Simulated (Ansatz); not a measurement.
# Formation energy and levels of the substitutional impurity Hf_Al in AlN (F-43m), part 2 of 2

Wanted: the transition levels of a substitutional impurity in AlN (F-43m), from a cell of 54 host atoms with 1 Al taken out and 1 Hf put in.

Ansatz; place-levels on r2SCAN runs: charge-transition levels and formation energies with image-charge correction and potential alignment at the atomic sites.

So far. Step 3 (place-levels, r2SCAN): Under r2SCAN the gap is 3.93 eV, (+1/0) 3.85, (0/−1) 4.38 (outside the gap) (with band filling) eV.

## (4) Effect of the sampling

The relaxations' own energies give the levels at their sampling, for comparison.

Input file levels.relax_mesh.yaml:

```yaml
host:
  run: host.relax.run
states: [qm1.relax.run, q0_M1.relax.run, qp1.relax.run, qm1_M2.relax.run]
chemical_potentials:
  Al:
    energy: -540.416008
    dataset: <sha256 of the dataset>
  Hf:
    energy: -15733.062138
    dataset: <sha256 of the dataset>
```

Run with:

```
$ ansatz place-levels levels.relax_mesh.yaml -- --threads 4 --pin off --max-ram 7536MiB
```

Numbers of over 12 decimals in the logs are rounded to 6 here.

The program printed:

```text
(+1/0) 3.930 eV above the valence edge, in the conduction band
[...]
formation energy of charge +1: -1.696 eV with the Fermi level at the valence edge
formation energy of charge 0: +2.234 eV with the Fermi level at the valence edge
formation energy of charge -1: +6.594 eV with the Fermi level at the valence edge
  edges by r2scan, gap 3.877 eV; the host is sampled to repeats of 9.27 Å
[... the lines on each state left out ...]
```

Elapsed: 0.14 s, on 4 threads of Arm Neoverse V1, shared host.

Levels between neighbouring charges, in eV above the valence top:

```csv
,gap (eV),(+1/0),(0/−1)
"one point at (¼, ¼, ¼)",3.88,3.93,4.36
a 2×2×2 shifted mesh,3.93,3.85,4.38
```

Going from one point at (¼, ¼, ¼) to a 2×2×2 shifted mesh moves the levels that carry no band-filling term by up to 0.08 eV and formation energies against the elements by up to 0.25 eV; band-filling terms, which differ between samplings, are in these energies.

## (5) Placing the levels, PBEsol

PBEsol on the same structure is run to see how far the result rests on the functional, though not on the errors that semilocal functionals share.

Input file qm1.pbesol/input.yaml:

```yaml
crystal:
  checkpoint: "../qm1.relax.run"
  host: checkpoint
total_charge: -1
basis:
  ecutwfc: 420
  xc_grid: 2
hamiltonian:
  xc: pbesol
kpoints:
  mp_grid: { grid: [2, 2, 2], shift: [0.5, 0.5, 0.5] }
scf:
  occupations: { method: fermi_dirac, width: 0.01 }
  max_iter: 100
output:
  forces: true
  eigenvalues: true
  charged_corrections:
    epsilon: 4.64
    static_epsilon: 8.52
    defect_position: [0.333333, 0.666667, 0.666667]
  eigenstates: { localisation: true }
  populations: true
  band_densities: [{ bands: [v1, v1] }, { bands: [c1, c1] }]
  write_density: true
  write_potential: true
  volumetric_format: npy
  elf: true
checkpoint:
  write: "../qm1.pbesol.run"
  compress: false
  write_wavefunctions: false
  write_every: 100000
```

Wall time 34 s (4 threads); peak memory 2.1 GiB.

Input file levels.pbesol.yaml:

```yaml
host:
  run: host.pbesol.run
  levels_from: { run: edges.pbesol.run }
states: [qm1.pbesol.run, q0_M1.pbesol.run, qp1.pbesol.run, qm1_M2.pbesol.run]
geometry_from:
  qm1.pbesol.run: qm1.relax.run
  q0_M1.pbesol.run: q0_M1.relax.run
  qp1.pbesol.run: qp1.relax.run
  qm1_M2.pbesol.run: qm1_M2.relax.run
  host.pbesol.run: host.relax.run
chemical_potentials:
  Al:
    energy: -524.553864
    dataset: <sha256 of the dataset>
  Hf:
    energy: -15598.026498
    dataset: <sha256 of the dataset>
```

Run with:

```
$ ansatz place-levels levels.pbesol.yaml -- --threads 4 --pin off --max-ram 7536MiB
```

The program printed:

```text
(+1/0) 3.455 eV above the valence edge, in the conduction band
[...]
formation energy of charge +1: -1.285 eV with the Fermi level at the valence edge
formation energy of charge 0: +2.170 eV with the Fermi level at the valence edge
formation energy of charge -1: +6.172 eV with the Fermi level at the valence edge
  edges by pbesol of host.levels_from (edges.pbesol.run), its mesh sampled to repeats of 33.99 Å (the valence edge +0.058 eV and the conduction edge -0.411 eV from those of the host's own run), gap 3.181 eV; the host is sampled to repeats of 18.54 Å
[... the lines on each state left out ...]
```

It took 0.29 s on 4 threads.

Under PBEsol the gap is 3.18 eV, (+1/0) 3.45 (outside the gap), (0/−1) 4.00 (outside the gap) (with band filling) eV.

## (6) Side by side

Levels between neighbouring charges, in eV above each run's own valence top:

```csv
,gap (eV),(+1/0),(0/−1),CPU time a state at this stage (restarts are quicker than cold starts)
"r2SCAN, 2×2×2 shifted mesh",3.93,3.85,4.38,5.5 min
"PBEsol on r2SCAN structures, 2×2×2 shifted mesh",3.18,3.45,4.00,4.2 min
```

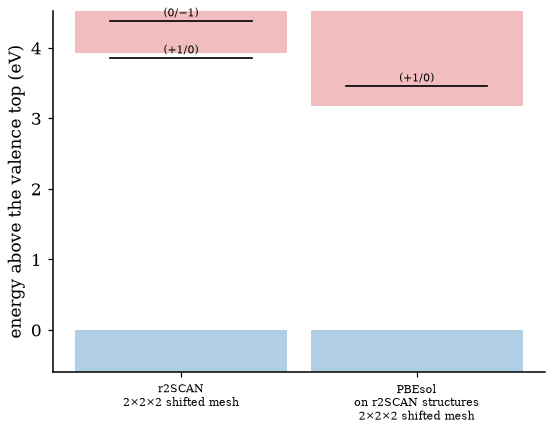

Levels between stable charges at each rung, each against its own band edges (shaded).

## (7) Results

```
gap of the host                                                          : 3.93 eV (r2SCAN)
level (plus 1/0)                                                         : 3.85 eV above the valence top
level (0/minus 1)                                                        : 4.38 eV above the valence top, past the conduction bottom (4.46 eV above the valence top without the band-filling term)
lowest of the charges placed, just above the valence top (0.02 eV)       : +1
lowest of the charges placed, just below the conduction bottom (0.02 eV) : 0
lowest formation energy at mid-gap of the charges run, Al-rich           : 0.52 eV
lowest formation energy at mid-gap of the charges run, N-rich            : -2.69 eV
```

In words: Of the charges placed (−1, 0 and +1), the lowest changes at 3.85 eV (+1/0) above the valence top, in a gap of 3.93 eV. (+1/0) lies nearer to a band edge than the share of the finite-size correction in it (0.89 eV), and that correction holds for a localised charge alone. (+1/0) lies 0.07 eV from a band edge, less than the doubt on such levels. Charges above +1 were not placed, so these runs say nothing of levels that involve them. States placed: +1 at 0 μB; 0 at 1 μB; −1 at 2 μB and 0 μB. Other spin states or structures, where not listed, weren't placed. The program finds carriers beyond a band edge of the host and adds a band-filling term at charge −1 (-0.08 eV); steps to such a charge show no bound level, and a defect level inside a band would be read the same way. Hf is taken at its element; compounds, which aren't counted here, bound the chemical potentials and would shift these formation energies. The lowest formation energy (N-rich) is negative across the gap, so the defect would form by itself: these chemical potentials lie beyond what competing compounds allow, or the host is unstable against it. Going from one point at (¼, ¼, ¼) to a 2×2×2 shifted mesh moves the levels that carry no band-filling term by up to 0.08 eV and formation energies against the elements by up to 0.25 eV; band-filling terms, which differ between samplings, are in these energies. The program doubts the alignment of potentials for at least one state, a sign that the cell is small. What this leaves open: r2SCAN makes the gap too small and tends to spread out bound carriers; where a gas molecule sets a chemical potential or the host's formation energy, its binding is uncorrected; spin–orbit coupling, which can matter with heavy atoms, is left out; force components of up to 0.46 eV/Å remain in a run at the final settings.

[Logs are printed without paths, hosts, clocks, repeated set-up lines and the standing remarks that a program may print on its own settings, such as how far it seeks lower states.]

[Hosts, paths, dates, database ids (printed as entryN), source tags and the programs' standing remarks are cut or masked in the printed files.]

[Where a table of states has a column of steps, it counts the stored structures, which are thinned; the runs took as many ionic steps or more.]

[A defect's name tells the site on which it was built; relaxed atoms can leave that site.]

[For some hosts the program warned that the k-mesh of the response run may be too coarse for force constants and the static dielectric constant; such warnings are not shown here.]
